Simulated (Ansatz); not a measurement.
A series of calculations on NaI

Part 1: A change

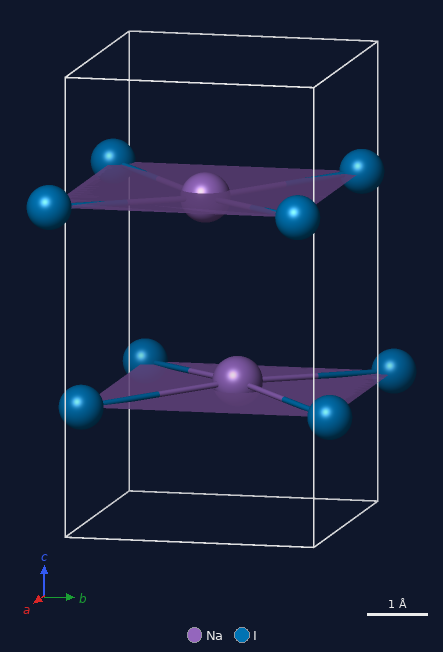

Reference structure: a symmetric starting cell of NaI. The picture is a polyhedral view of the cell of the calculation, seen slightly off an axis.

All numbers below come from DFT PBEsol, scalar-relativistic, plane waves, PAW (Ansatz 0.2.0). Set-up: plane-wave cutoff 420 eV; k-point mesh 6 × 6 × 4; occupations gaussian; smearing width 0.02 eV; no spin polarisation.

Change: The cell is strained by −0.8 % along c, −1.9 % along a, −2.8 % along b (volume −5.4 %) and atoms are displaced by up to 0.12 Å (root mean square over those that move 0.10 Å) relative to the cell. No relaxation follows. The starting cell wasn't computed here and needn't be at equilibrium, so pressure and forces aren't due to the change alone.

Question: What does the calculation give for the changed structure?

Answer: The pressure is 0.2 GPa (not all of it need come from the change, since the unchanged cell can be under pressure at this level too). The principal stresses (compression positive) are 0.6 GPa along b, 0.4 GPa along a, −0.4 GPa along c. The largest forces, 0.15 eV/Å, act on 2 I atoms of the calculation's cell. The forces point straight back along the displacements (cosine −1.00). Among the bonded contacts that change: I–Na 3.149 → 3.091 Å. The space group stays Pmma (No. 51).

Drawn alike, the variant:

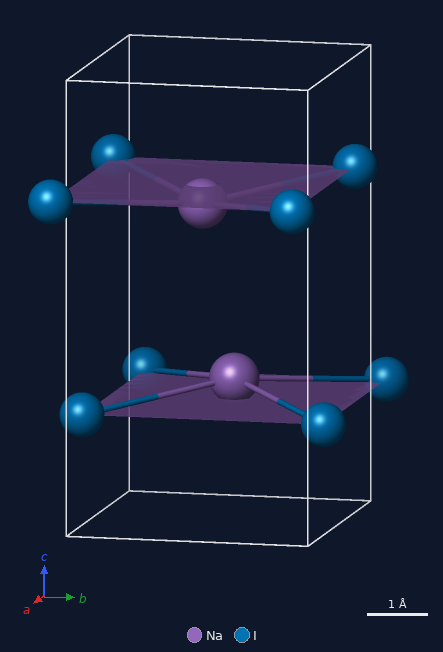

Part 2: A change

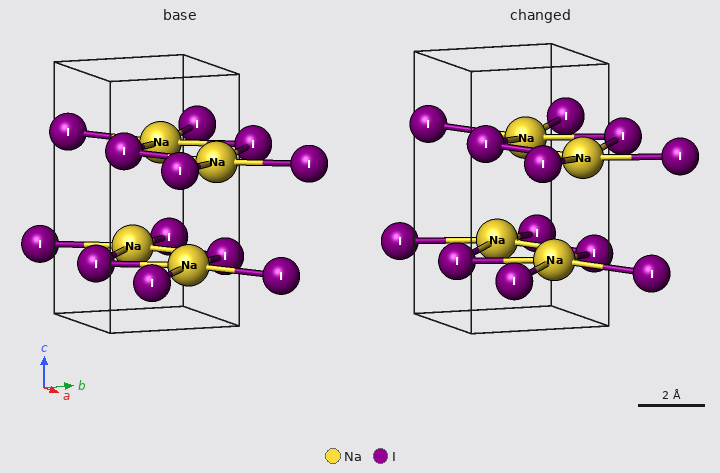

Left: a symmetric starting cell of NaI. Right: the same structure after one change, at the same scale. The picture is a ball-and-stick view of the cell of the calculation, repeated 2 × 1 × 1 with one cell outlined, seen slightly off an axis.

The calculation used DFT PBE, scalar-relativistic, plane waves, PAW in Ansatz. (plane-wave cutoff 420 eV; k-point mesh 6 × 6 × 4; occupations gaussian; smearing width 0.02 eV; no spin polarisation)

What distinguishes the right structure from the left one?

The cell is strained by +6.2 % along b, +4.2 % along c, +2.3 % along a (volume +13.3 %) and the Na atoms are displaced by 0.09 Å relative to the cell. No relaxation follows. The starting cell wasn't computed here and needn't be at equilibrium, so pressure and forces aren't due to the change alone.

And its effect?

The pressure is −1.1 GPa (not all of it need come from the change, since the unchanged cell can be under pressure at this level too). The principal stresses (compression positive) are −1.3 GPa along a, −2.1 GPa along b, none along the third axis. The largest forces, 0.09 eV/Å, act on 2 I atoms of the calculation's cell. The forces mostly point back along the displacements (cosine −0.71). Some distances before and after: I–Na 3.149 → 3.285 Å. The space group stays Pmma (No. 51).

Part 3: Distortion

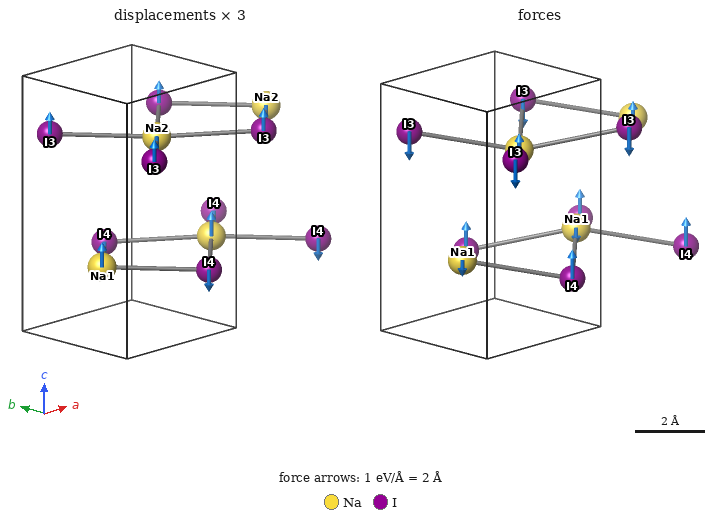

Left: a symmetric starting cell of NaI, with blue arrows for the displacements applied to it (without the part that the change of the cell carries along). Right: the displaced structure with the computed forces. Besides, the cell is strained by +4.1 % along a, +1.5 % along b, −3.2 % along c (volume +2.3 %). The picture is a ball-and-stick view of the cell of the calculation, repeated 2 × 1 × 1 with one cell outlined, seen from a free direction.

All numbers below come from Ansatz 0.2.0, DFT PBEsol, scalar-relativistic, plane waves, PAW. Set-up: plane-wave cutoff 420 eV; k-point mesh 6 × 6 × 4; occupations gaussian; smearing width 0.02 eV; no spin polarisation.

**How do the forces relate to the distortion?**

Atoms are displaced by up to 0.25 Å (root mean square over those that move 0.24 Å) relative to the cell: I4 0.23 Å along −c, Na1 0.25 Å along +c. No relaxation follows. The starting cell wasn't computed here and needn't be at equilibrium, so pressure and forces aren't due to the change alone. Among the bonded contacts that change: I–Na 3.149 → 3.296 Å. The space group stays Pmma (No. 51). The pressure is −1.6 GPa (not all of it need come from the change, since the unchanged cell can be under pressure at this level too). The principal stresses (compression positive) are −0.9 GPa along c, −1.8 GPa along a, −2.2 GPa along b. The largest forces, 0.44 eV/Å, act on I3 and I4; on I3 it points along −c. The forces mostly point back along the displacements (cosine −0.95).

Part 4: Distortion

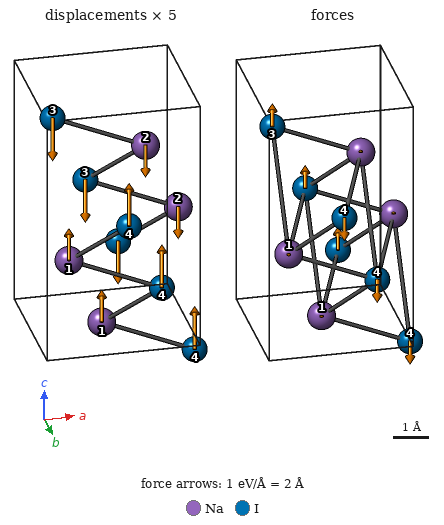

Left: a symmetric starting cell of NaI, with orange arrows for the displacements applied to it (without the part that the change of the cell carries along). Right: the displaced structure with the computed forces. Besides, the cell is strained by −5.8 % along a and +0.2 % across it (volume −5.5 %). The picture is a ball-and-stick view of the cell of the calculation, repeated 1 × 2 × 1 with one cell outlined, seen from a free direction.

Computed with Ansatz, DFT PBEsol, scalar-relativistic, plane waves, PAW. (plane-wave cutoff 420 eV; k-point mesh 6 × 6 × 4; occupations gaussian; smearing width 0.02 eV; no spin polarisation)

**How do the forces relate to the distortion?**

Atoms are displaced by up to 0.28 Å (root mean square over those that move 0.25 Å) relative to the cell: I3 0.28 Å along −c, Na1 0.21 Å along +c. No relaxation follows. The starting cell wasn't computed here and needn't be at equilibrium, so pressure and forces aren't due to the change alone. Near-neighbour distances before and after: I–Na 4.224 → 3.812 Å, I–Na 3.149 → 3.052 Å. The space group stays Pmma (No. 51). The pressure is 1.3 GPa (not all of it need come from the change, since the unchanged cell can be under pressure at this level too). The principal stresses (compression positive) are 2.4 GPa along a, 1.3 GPa along c, 0.2 GPa along b. The largest forces, 0.38 eV/Å, act on I3 and I4; on I3 it points along +c. The forces mostly point back along the displacements (cosine −0.86).
